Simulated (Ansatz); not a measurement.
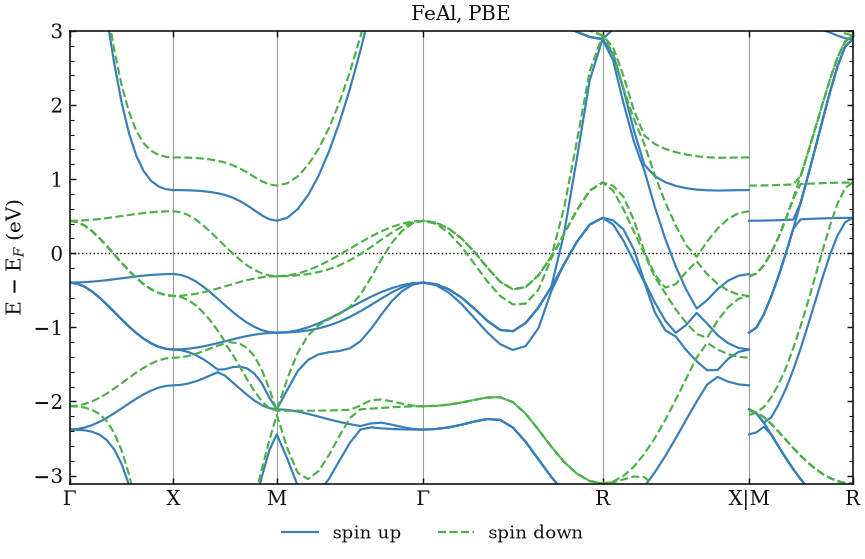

Band structure. Energies are counted from the Fermi level.

**What lattice type does the k path imply?**

A simple cubic lattice: the path Γ–X–M–Γ–R–X|M–R runs through the special points of its Brillouin zone.

System: CsCl-type FeAl, space group Pm-3m, 2 atoms in the cell.

```cif
data_structure
_symmetry_space_group_name_H-M 'Pm-3m'
_symmetry_Int_Tables_number 221
_cell_length_a 2.9100
_cell_length_b 2.9100
_cell_length_c 2.9100
_cell_angle_alpha 90.000
_cell_angle_beta 90.000
_cell_angle_gamma 90.000
_cell_volume 24.64
loop_
_atom_site_label
_atom_site_type_symbol
_atom_site_symmetry_multiplicity
_atom_site_Wyckoff_symbol
_atom_site_fract_x
_atom_site_fract_y
_atom_site_fract_z
_atom_site_occupancy
Fe1 Fe 1 b 0.50000 0.50000 0.50000 1
Al1 Al 1 a 0.00000 0.00000 0.00000 1
```

Method: PBE, SSSP efficiency PAW, collinear spin, ferromagnetic start, no spin-orbit coupling, 9×9×9 k mesh, 1225 eV cutoff, Fermi-Dirac smearing of 0.05 eV (Ansatz).

**Metal, semiconductor or insulator?**

A metal: bands cross the Fermi level along this path.

**Which levels at X lie nearest to the Fermi level?**

At X the nearest levels lie 0.28 eV below and 0.57 eV above the Fermi level.

The run ends ferromagnetic, with 0.66 μB a cell. The magnetic state is the one that this start led to; another may lie lower. The cell is at −6 GPa in this functional. Bands are joined in order of energy, so crossings between the computed points show as kinks or gaps.
